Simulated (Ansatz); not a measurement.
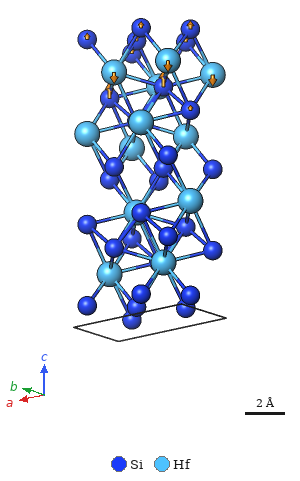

A constrained relaxation of a slab of composition Hf2Si5 (cut from the Cmcm phase). The starting structure is drawn; orange arrows show the displacements, 10 times their true length.

Style: ball-and-stick. Shown: the 2 × 1 repeat of the cell, outlined in the plane, without the vacuum, from a free direction.

Case: clean slab, lower half held. The slab is the (0 1 0) face of HfSi2. 6 atoms are held fixed.

Method: DFT PBEsol, scalar-relativistic, plane waves, PAW (Ansatz). Settings: plane-wave cutoff 420 eV; k-point mesh 8 × 8 × 1; occupations gaussian; smearing width 0.1 eV; no spin polarisation; dipole correction; atoms relaxed in a fixed cell; force threshold 0.03 eV/Å; at most 70 steps.

Atoms of which element are displaced furthest, and by how much?

Answer. Silicon: up to 0.093 Å, against 0.065 Å for hafnium.

What did the optimiser do to the structure, and how much energy did it gain?

Answer. Over 4 geometry steps the energy falls by 60.4 meV per cell of the calculation. Largest force component: 0.87 eV/Å at the start, 0.0084 eV/Å at the end. A Si atom moves most: 0.093 Å along the normal (+c). Largest moves by element: Si 0.093 Å, Hf 0.065 Å. The cell stays as it was. Among the contacts that change: Hf–Si 2.768 → 2.845 Å, Hf–Si 2.931 → 3.008 Å, Hf–Si 2.931 → 2.858 Å, Hf–Hf 3.511 → 3.460 Å. Bond angles that change, for instance: Hf–Si–Hf 82.1° → 79.4°.
